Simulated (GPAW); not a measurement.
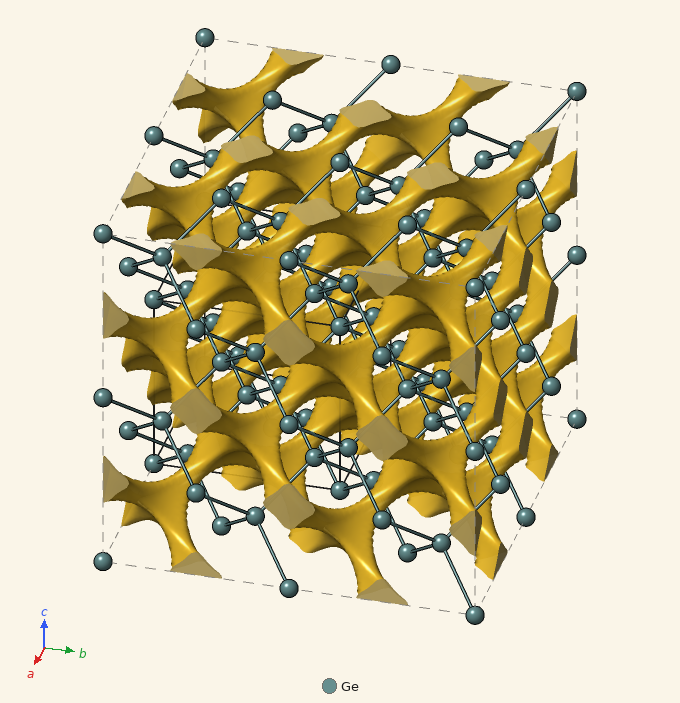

The yellow surface encloses the points that the centre of a probe sphere of radius 0.80 Å can occupy in Ge in space group Fd-3m, computed on a grid of about 0.16 Å (2×2×2 cells shown, view from a free direction; pale faces close the region where the box cuts it).

Hard-sphere model; covalent radii (Cordero): Ge 1.20 Å.

The cell is taken from an entry of the Crystallography Open Database, as set up for an electronic-structure calculation.

```cif
data_structure
_symmetry_space_group_name_H-M 'Fd-3m:1'
_symmetry_Int_Tables_number 227
_cell_length_a 5.6578
_cell_length_b 5.6578
_cell_length_c 5.6578
_cell_angle_alpha 90.000
_cell_angle_beta 90.000
_cell_angle_gamma 90.000
_cell_volume 181.11
loop_
_atom_site_label
_atom_site_type_symbol
_atom_site_symmetry_multiplicity
_atom_site_Wyckoff_symbol
_atom_site_fract_x
_atom_site_fract_y
_atom_site_fract_z
_atom_site_occupancy
Ge1 Ge 8 a 0.25000 0.75000 0.75000 1
```

### Describe the connectivity of the accessible space.

Where they connect, they form a three-dimensional network.

### What share of the cell can the probe's centre reach?

About 10 % of the volume (18 Å³ of 181.1 Å³).

### Give the largest included and the largest free sphere.

The largest sphere that fits anywhere has a diameter of 2.50 Å; the largest that can travel through the crystal, about 2.2 Å.

### How does the connectivity change as the probe shrinks?

Below a radius of about 1.11 Å the space forms a three-dimensional network. These are grid estimates, good to about 0.05 Å.
